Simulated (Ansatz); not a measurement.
# Geometry relaxation of W8C9 (part 3 of 3)

The same run, continued: W8C9 (defect cell, 17 atoms in the cell); DFT PBEsol, scalar-relativistic, plane waves, PAW, no spin polarisation (Ansatz 0.2.0); cutoff 420 eV, 4×5×5 k-mesh, Gaussian smearing of 0.1 eV. The structure derives from a Materials Project entry. It belongs to a series of runs on one base structure; here: C interstitial, charge +0, atoms relaxed.

Geometry of the input (Å; fractional positions):
```
0.0000  0.0000  -5.6555
-2.8985  -5.0203  0.0000
-2.8985  5.0203  0.0000
W  0.5000  0.5000  0.5000
W  1.0000  0.5000  0.5000
W  0.5000  0.5000  -0.0000
W  1.0000  0.5000  -0.0000
W  0.5000  1.0000  0.5000
W  1.0000  1.0000  0.5000
W  0.5000  1.0000  -0.0000
W  1.0000  1.0000  -0.0000
C  0.2500  0.1667  0.8333
C  0.7500  0.1667  0.8333
C  0.2500  0.1667  0.3333
C  0.7500  0.1667  0.3333
C  0.2500  0.6667  0.8333
C  0.7500  0.6667  0.8333
C  0.2500  0.6667  0.3333
C  0.7500  0.6667  0.3333
C  0.7661  0.9937  0.0644
```

### Trajectory as extended XYZ, continued
```
17
Lattice="0.0000 0.0000 -5.6555 -2.8985 -5.0203 0.0000 -2.8985 5.0203 0.0000" Properties=species:S:1:pos:R:3:forces:R:3 step=2 energy=-84265.41563
W    -2.9032   -0.0081   -2.8183    0.0775   0.2001  -0.0462
W    -2.9066   -0.0058   -5.6634    0.1558   0.1699   0.0069
W    -1.4483   -2.5017   -2.8251   -0.1010   0.0732  -0.3078
W    -1.4459   -2.4971   -5.6631   -0.1505  -0.0089   0.2428
W    -4.3526   -2.4962   -2.8181   -0.0003  -0.1610  -0.2133
W    -4.3561   -2.4918   -5.6662    0.1094  -0.2780   0.2500
W    -2.8860   -5.0418   -2.6530    0.8406  -2.5677   5.2536
W    -2.8736   -5.0573   -5.8493    1.9507  -4.3170 -11.1367
C    -2.8959    3.2682   -1.4267    0.1137  -0.8077  -0.0634
C    -2.8972    3.3239   -4.2388   -0.1049  -0.2304  -0.0502
C    -1.4791    0.8518   -1.4159   -0.6012   0.2564   0.1172
C    -1.4808    0.8606   -4.2301   -2.8125   1.3075   0.2122
C    -4.3065    0.8623   -1.4229    0.7127   0.3240   0.0639
C    -4.3468    0.8461   -4.2373   -0.7995   0.1757  -0.0724
C    -2.8962   -1.6761   -1.4129    0.0506   0.0236  -0.0092
C    -2.9014   -1.6742   -4.2444   -0.0199   0.0514  -0.0514
C    -3.0663   -4.6156   -4.3022    0.5784   5.7887   5.8042
17
Lattice="0.0000 0.0000 -5.6555 -2.8985 -5.0203 0.0000 -2.8985 5.0203 0.0000" Properties=species:S:1:pos:R:3:forces:R:3 step=3 energy=-84267.28944
W    -2.9056    0.0137   -2.8213   -0.0162  -0.1601   0.0972
W    -2.8969    0.0099   -5.6598   -0.1702  -0.1375  -0.1258
W    -1.4757   -2.5052   -2.8348    0.5162  -0.0190   0.3202
W    -1.4712   -2.5073   -5.6603    0.4584   0.0168  -0.1562
W    -4.3453   -2.5119   -2.8233   -0.3524   0.1043   0.2525
W    -4.3390   -2.5195   -5.6558   -0.3243   0.1682  -0.2006
W    -2.8932   -5.1174   -2.6470    0.4164  -1.2934   1.2277
W    -2.8554   -5.1472   -5.8607    0.9016  -2.2390  -3.4958
C    -2.8949    3.1776   -1.4286   -0.1053  -0.1865  -0.0539
C    -2.9073    3.3354   -4.2444    0.0016  -0.9029   0.0280
C    -1.4747    0.8291   -1.4080   -0.2573   0.0873  -0.0278
C    -1.5143    0.9026   -4.2241   -1.3126  -0.0987   0.2524
C    -4.3045    0.8448   -1.4244    0.2252   0.1590   0.0634
C    -4.3459    0.8866   -4.2398   -0.6205  -0.5470  -0.0156
C    -2.9026   -1.6630   -1.4149    0.0785  -0.2833  -0.0047
C    -2.9093   -1.6563   -4.2459   -0.0094   0.1416  -0.0028
C    -3.0068   -4.4248   -4.2946    0.5701   5.1904   1.8418
17
Lattice="0.0000 0.0000 -5.6555 -2.8985 -5.0203 0.0000 -2.8985 5.0203 0.0000" Properties=species:S:1:pos:R:3:forces:R:3 step=4 energy=-84268.28462
W    -2.9101    0.0099   -2.8171    0.0571  -0.2128  -0.0488
W    -2.8991    0.0051   -5.6631   -0.1013  -0.2212   0.0462
W    -1.4717   -2.5132   -2.8308    0.3428  -0.0895   0.3473
W    -1.4660   -2.5161   -5.6622    0.2034  -0.0704  -0.1472
W    -4.3512   -2.5182   -2.8175   -0.1473   0.0515   0.1938
W    -4.3415   -2.5295   -5.6571   -0.0542  -0.0413  -0.0700
W    -2.8954   -5.1560   -2.6647    0.2087  -0.0876  -0.5623
W    -2.8427   -5.2002   -5.8555    0.4226  -0.1338   0.1447
C    -2.8966    3.1476   -1.4315   -0.3065  -0.1148  -0.0244
C    -2.9090    3.3153   -4.2451    0.0282  -0.8061   0.0326
C    -1.4753    0.8149   -1.4056    0.0377  -0.1023  -0.0972
C    -1.5486    0.9186   -4.2175   -0.2419  -0.9009   0.1728
C    -4.3041    0.8337   -1.4240   -0.1049  -0.0734   0.0244
C    -4.3513    0.8961   -4.2404    0.0073  -0.9705   0.0197
C    -2.8997   -1.6747   -1.4150    0.0301  -0.2550   0.0081
C    -2.9097   -1.6544   -4.2456   -0.0144   0.4171   0.0496
C    -2.9705   -4.2319   -4.2949   -0.3674   3.6108  -0.0894
17
Lattice="0.0000 0.0000 -5.6555 -2.8985 -5.0203 0.0000 -2.8985 5.0203 0.0000" Properties=species:S:1:pos:R:3:forces:R:3 step=5 energy=-84269.06287
W    -2.9082   -0.0071   -2.8091    0.0299  -0.2513  -0.2470
W    -2.8959   -0.0118   -5.6679   -0.1934  -0.2765   0.2064
W    -1.4716   -2.5290   -2.8348    0.4456   0.0810   0.6076
W    -1.4680   -2.5343   -5.6544    0.3785   0.1080  -0.4901
W    -4.3555   -2.5324   -2.8209   -0.2061   0.2726   0.4741
W    -4.3415   -2.5491   -5.6472   -0.1485   0.1922  -0.3939
W    -2.8973   -5.1519   -2.6985    0.1941  -0.4250  -0.9234
W    -2.8381   -5.1976   -5.8359    0.1151  -0.2046   1.1890
C    -2.9011    3.1429   -1.4311   -0.3496   0.2122  -0.0328
C    -2.9121    3.3129   -4.2482    0.1020  -0.6329   0.0345
C    -1.4712    0.8018   -1.4060    0.2182  -0.1781  -0.1015
C    -1.5611    0.8931   -4.2109    0.1445  -1.1917  -0.0063
C    -4.3044    0.8198   -1.4252   -0.3610  -0.1711   0.0142
C    -4.3443    0.8685   -4.2384    0.0958  -1.1113  -0.0606
C    -2.8996   -1.6992   -1.4138   -0.0098  -0.1579   0.0295
C    -2.9108   -1.6470   -4.2431   -0.0351   0.5483   0.1014
C    -2.9618   -4.0322   -4.3022   -0.4204   3.1861  -0.4011
17
Lattice="0.0000 0.0000 -5.6555 -2.8985 -5.0203 0.0000 -2.8985 5.0203 0.0000" Properties=species:S:1:pos:R:3:forces:R:3 step=6 energy=-84269.87534
W    -2.9070   -0.0155   -2.8110    0.0651  -0.3469  -0.0607
W    -2.8997   -0.0232   -5.6679   -0.0485  -0.2743   0.0351
W    -1.4655   -2.5377   -2.8246    0.1179   0.0184   0.1295
W    -1.4633   -2.5413   -5.6620    0.2005   0.0424  -0.2222
W    -4.3595   -2.5376   -2.8112    0.0407   0.0085   0.0269
W    -4.3422   -2.5560   -5.6537   -0.0871   0.1251  -0.1756
W    -2.8939   -5.1694   -2.7402   -0.0838  -0.1669  -0.8985
W    -2.8386   -5.2096   -5.7933   -0.5638   0.0861   1.4360
C    -2.9103    3.1485   -1.4304   -0.1083   0.5211  -0.0303
C    -2.9088    3.2876   -4.2483    0.1094  -0.2909   0.0245
C    -1.4564    0.7817   -1.4079    0.2795  -0.1824  -0.0872
C    -1.5569    0.8563   -4.2130    0.7285  -1.0246  -0.2128
C    -4.3230    0.7995   -1.4251   -0.3461  -0.2649   0.0059
C    -4.3416    0.8356   -4.2420   -0.3669  -0.8764  -0.1052
C    -2.8992   -1.7055   -1.4137   -0.0257  -0.1397   0.0466
C    -2.9115   -1.6291   -4.2388   -0.0079   0.4007   0.1137
C    -2.9652   -3.8371   -4.3046    0.0966   2.3648  -0.0256
17
Lattice="0.0000 0.0000 -5.6555 -2.8985 -5.0203 0.0000 -2.8985 5.0203 0.0000" Properties=species:S:1:pos:R:3:forces:R:3 step=7 energy=-84270.54388
W    -2.9042   -0.0377   -2.8188   -0.0663  -0.1191   0.0242
W    -2.9048   -0.0429   -5.6724   -0.0190  -0.0079   0.0102
W    -1.4561   -2.5508   -2.8183    0.0569   0.0368  -0.0634
W    -1.4544   -2.5506   -5.6735    0.1107   0.0246  -0.0233
W    -4.3670   -2.5473   -2.8145    0.0393  -0.0475  -0.0604
W    -4.3599   -2.5554   -5.6665   -0.1205   0.1164  -0.1732
W    -2.9015   -5.1747   -2.7711   -0.1232  -0.1182  -0.4416
W    -2.8892   -5.1850   -5.7334   -0.3474  -0.0541   0.6405
C    -2.9103    3.1923   -1.4250    0.0164   0.4037   0.0954
C    -2.9122    3.2722   -4.2473    0.0759  -0.1640   0.0083
C    -1.4587    0.7697   -1.4175    0.2300  -0.1479   0.0057
C    -1.4794    0.7928   -4.2398    0.4478  -0.5113  -0.0942
C    -4.3471    0.7715   -1.4218   -0.1903  -0.1573   0.0209
C    -4.3564    0.7926   -4.2448   -0.1992  -0.5010  -0.0838
C    -2.9058   -1.7187   -1.4165   -0.0281  -0.0234  -0.0038
C    -2.9118   -1.6350   -4.2440    0.0279   0.1591   0.0449
C    -2.9237   -3.6460   -4.2625    0.0890   1.1110   0.0936
17
Lattice="0.0000 0.0000 -5.6555 -2.8985 -5.0203 0.0000 -2.8985 5.0203 0.0000" Properties=species:S:1:pos:R:3:forces:R:3 step=8 energy=-84270.72038
W    -2.9089   -0.0682   -2.8215    0.0079   0.0000  -0.0644
W    -2.9095   -0.0680   -5.6718    0.0243  -0.0093   0.0580
W    -1.4267   -2.5617   -2.8087    0.0675   0.0436  -0.0362
W    -1.4268   -2.5599   -5.6863    0.0822   0.0169   0.0636
W    -4.3891   -2.5608   -2.8084   -0.0832   0.0152  -0.0162
W    -4.3883   -2.5608   -5.6837   -0.1095   0.0165  -0.0092
W    -2.9085   -5.1546   -2.8008   -0.0064  -0.0494  -0.0589
W    -2.9100   -5.1560   -5.6933    0.0215  -0.0376   0.0501
C    -2.9081    3.2590   -1.4196    0.0114  -0.0564   0.0047
C    -2.9077    3.2633   -4.2458   -0.0137  -0.0021  -0.0185
C    -1.4610    0.7542   -1.4200   -0.0552   0.0175   0.0218
C    -1.4522    0.7603   -4.2463   -0.0438  -0.0369  -0.0094
C    -4.3565    0.7540   -1.4192    0.0533   0.0198  -0.0017
C    -4.3658    0.7599   -4.2489    0.0398  -0.0217   0.0232
C    -2.9076   -1.7349   -1.4189   -0.0105   0.0101  -0.0005
C    -2.9101   -1.7157   -4.2450    0.0332  -0.0707  -0.0323
C    -2.9058   -3.4630   -4.2495   -0.0192   0.1441   0.0259
17
Lattice="0.0000 0.0000 -5.6555 -2.8985 -5.0203 0.0000 -2.8985 5.0203 0.0000" Properties=species:S:1:pos:R:3:forces:R:3 step=9 energy=-84270.72753
W    -2.9085   -0.0775   -2.8238   -0.0017  -0.0021  -0.0175
W    -2.9084   -0.0777   -5.6703   -0.0020   0.0032   0.0121
W    -1.4172   -2.5632   -2.8069    0.0134   0.0052   0.0133
W    -1.4168   -2.5634   -5.6872    0.0008   0.0030  -0.0077
W    -4.3998   -2.5634   -2.8068   -0.0079   0.0059   0.0023
W    -4.3994   -2.5638   -5.6872   -0.0114   0.0088  -0.0007
W    -2.9085   -5.1461   -2.8067    0.0002  -0.0228   0.0045
W    -2.9083   -5.1464   -5.6873   -0.0036  -0.0095   0.0004
C    -2.9082    3.2696   -1.4189   -0.0017  -0.0042  -0.0078
C    -2.9085    3.2690   -4.2470    0.0042   0.0074  -0.0003
C    -1.4679    0.7543   -1.4194    0.0023  -0.0012   0.0022
C    -1.4630    0.7567   -4.2471    0.0016   0.0025   0.0030
C    -4.3488    0.7544   -1.4194   -0.0038   0.0010   0.0044
C    -4.3546    0.7572   -4.2467    0.0069  -0.0010  -0.0054
C    -2.9087   -1.7408   -1.4192    0.0067  -0.0038  -0.0012
C    -2.9082   -1.7470   -4.2475   -0.0022   0.0028   0.0092
C    -2.9080   -3.4248   -4.2462   -0.0019   0.0047  -0.0107
17
Lattice="0.0000 0.0000 -5.6555 -2.8985 -5.0203 0.0000 -2.8985 5.0203 0.0000" Properties=species:S:1:pos:R:3:forces:R:3 step=10 energy=-84270.72757
W    -2.9084   -0.0776   -2.8241    0.0005   0.0002   0.0002
W    -2.9084   -0.0775   -5.6699    0.0009  -0.0006   0.0008
W    -1.4168   -2.5634   -2.8067   -0.0012   0.0023  -0.0019
W    -1.4170   -2.5633   -5.6873    0.0026   0.0001   0.0019
W    -4.3999   -2.5633   -2.8066    0.0009  -0.0002  -0.0012
W    -4.3999   -2.5632   -5.6873    0.0001  -0.0010  -0.0002
W    -2.9083   -5.1468   -2.8067   -0.0013   0.0029  -0.0010
W    -2.9085   -5.1467   -5.6873    0.0015  -0.0007   0.0005
C    -2.9084    3.2693   -1.4193    0.0006  -0.0004   0.0008
C    -2.9083    3.2694   -4.2470   -0.0017  -0.0012   0.0006
C    -1.4678    0.7542   -1.4192   -0.0015  -0.0008  -0.0005
C    -1.4625    0.7572   -4.2469   -0.0011  -0.0006  -0.0006
C    -4.3491    0.7542   -1.4191    0.0022  -0.0022  -0.0018
C    -4.3542    0.7571   -4.2471    0.0000   0.0003   0.0023
C    -2.9083   -1.7411   -1.4192   -0.0024   0.0021   0.0005
C    -2.9084   -1.7470   -4.2468    0.0009   0.0000  -0.0023
C    -2.9083   -3.4245   -4.2471   -0.0010  -0.0002   0.0018
```

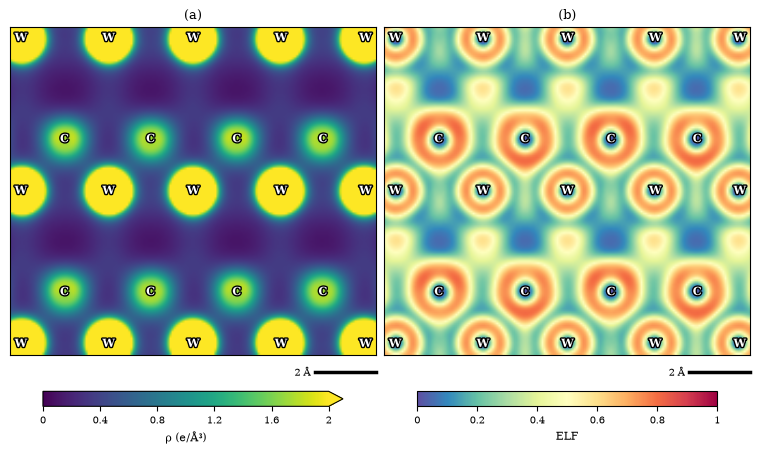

**Figure 1.** (a) valence charge density (pseudo); (b) ELF on the (011) plane of the calculation cell. The section cuts through W and C sites. W–W (2.77 Å): ρ at the midpoint is about 0.4 e/Å³; the ELF is about 0.30 at the midpoint; no shared electron pair. W–C (2.20 Å): ρ is about 0.67 e/Å³ halfway; the ELF is about 0.30 at the midpoint. W–C (2.23 Å): ρ at the midpoint is about 0.63 e/Å³; the ELF is about 0.30 at the midpoint. W–W (2.88 Å): ρ is about 0.34 e/Å³ halfway; the ELF is about 0.25 at the midpoint (no localised pair between them). Away from the nuclei the density in this plane falls to 0.11 e/Å³ at its lowest. The ELF has a maximum of about 0.60 in the space between the atoms. The strong features right at W lie inside the PAW spheres (semicore, d or f shells) and say nothing about bonding. The fields are those of the smooth PAW valence density.

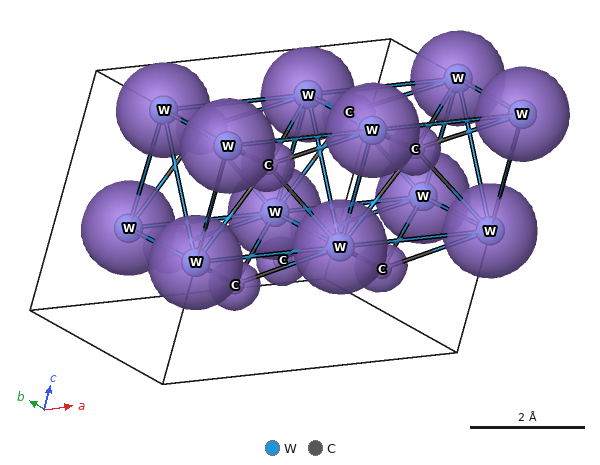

**Figure 2.** Isosurface of the valence charge density (pseudo) at 1.5 e/Å³ (purple), seen slightly off an axis. Sticks mark near contacts. The outline is the calculation cell. At this value the density breaks into separate islands; it holds about 45 % of the electrons treated as valence (semicore included). It is pinched off along the C–C (1.68 Å), W–C (2.14 Å), W–W (2.77 Å) and W–C (2.18 Å) contacts. On the grid the lowest density along these lines, outside the cores, is 1.1 e/Å³ (C–C, 1.68 Å), 0.72 e/Å³ (W–C, 2.14 Å), 0.4 e/Å³ (W–W, 2.77 Å) and 0.69 e/Å³ (W–C, 2.18 Å).

### Results in brief

| quantity | value |
| --- | --- |
| outcome | converged |
| electrons treated | 148 |
| free energy | −84270.7276 eV |
| Fermi energy | 22.563 eV |
| gap on the k-point mesh | none (metallic) |
| final volume | 164.59 Å³ |
| largest force (length of the vector) at the end | 0.004 eV/Å |
| hardware | 4 threads of Intel Xeon @ 2.50GHz (Skylake/Cascade Lake), 189 GiB of memory available, shared host |
| wall time | 7.6 min (CPU time 29 min) |
| peak memory | 0.99 GiB |

Spin–orbit coupling is left out, which matters for W.
